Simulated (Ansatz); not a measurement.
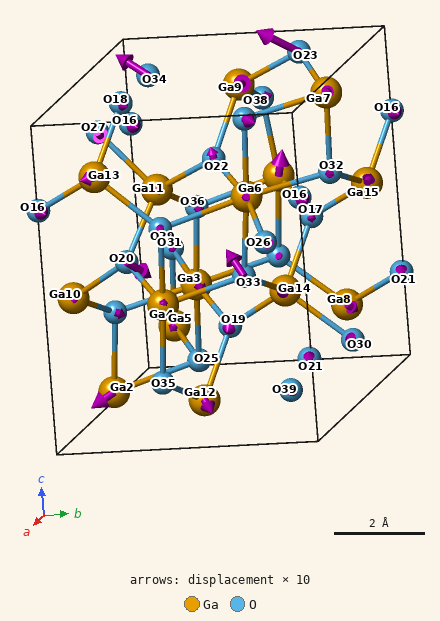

This is a relaxation of a defect cell of composition Ga5O8 (cell charge −3). The starting structure is drawn; purple arrows show the displacements, magnified 10 times.

A ball-and-stick model of the cell of the calculation, seen slightly off an axis.

Level of theory: DFT PBEsol, scalar-relativistic, plane waves, PAW (Ansatz 0.2.0). Set-up: plane-wave cutoff 420 eV; k-point mesh 2 × 2 × 2; occupations gaussian; smearing width 0.02 eV; mesh shifted by (0.5, 0.5, 0.5); collinear spin; atoms relaxed in a fixed cell; force threshold 0.03 eV/Å; at most 40 steps.

What happened in the run?

An O atom moves most: 0.12 Å roughly along [1 −1 1]. By element the largest moves are O 0.12 Å, Ga 0.06 Å. The lattice vectors keep their values. Among the contacts that change: Ga–O 2.119 → 2.189 Å, Ga–O 1.912 → 1.850 Å, Ga–O 2.105 → 2.162 Å, Ga–O 2.012 → 1.955 Å. Among the angles between lasting bonds that change: O–Ga–O 107.8° → 103.2°, O–Ga–O 113.6° → 118.1°, O–Ga–O 112.9° → 117.3°. The energy falls by 0.393 eV per cell of the calculation in 4 geometry steps. Largest force component: 1.5 eV/Å at the start, 0.0035 eV/Å at the end. The program noted that the starting moments weren't kept. The run took 110 s on 8 threads of Arm Neoverse V1, on a shared host, peak memory 3.4 GiB.

Limits of the set-up: the periodic images lie only 7.5 Å apart, so the values are limited by the cell's size; the cell is charged, on a uniform background, and energies carry no finite-size correction.
